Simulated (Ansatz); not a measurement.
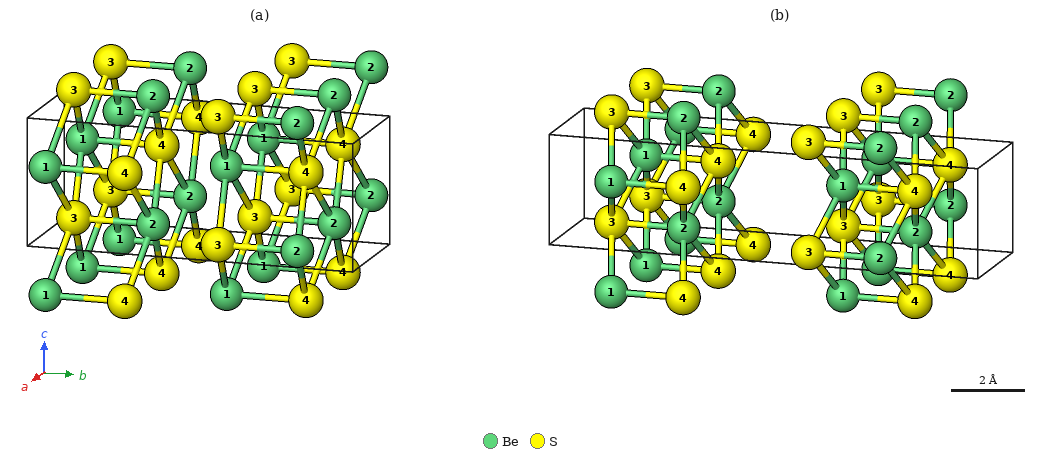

The structure of crystalline BeS (built on the TlCl-63 type type) before (left) and after (right) a relaxation, at one scale.

A ball-and-stick model of the conventional cell (2 times the calculation's cell), seen slightly off an axis. Lengths and directions refer to the drawn axes.

Level of theory: Ansatz 0.2.0, DFT, PBEsol, plane waves, PAW. Settings: plane-wave cutoff 420 eV; k-point mesh 6 × 6 × 6; occupations fermi dirac; smearing width 0.03 eV; no spin polarisation; cell and atoms relaxed; force threshold 0.01 eV/Å; at most 120 steps.

**Describe what moved and what it gained.**

The largest moves relative to the cell, 0.91 Å, are those of Be1 and Be2. Be2 goes along −b. By element the largest moves are Be 0.91 Å, S 0.04 Å. The drawn cell changes as follows: a 3.319 → 3.150 Å (−5.1 %), b 9.497 → 12.505 Å (+31.7 %), c 3.665 → 3.151 Å (−14.0 %); the volume changes by +7.4 %. Some distances before and after: Be1–S4 2.311 → 2.096 Å, Be1–S3 2.489 → 2.282 Å. Bond angles that change, for instance: Be1–S4–Be2 96.6° → 77.5°, S3–Be2–S4 83.4° → 102.5°, Be2–S4–Be2 166.7° → 154.9°. The space group stays Cmcm (No. 63). The energy falls by 462 meV per atom in 13 accepted moves (15 points after the start). The largest force component goes from 1.3 to 0.00055 eV/Å. The pressure goes from −12.57 to 0.00 GPa. The SCF was repeated twice at an unchanged geometry on a basis and grid sized afresh for the cell, which shifted the energy by 3.5 meV per atom at most. Cost: 11 s on 2 threads of AMD EPYC 7R13 Processor (Zen 3), on a shared host, peak memory 0.59 GiB.
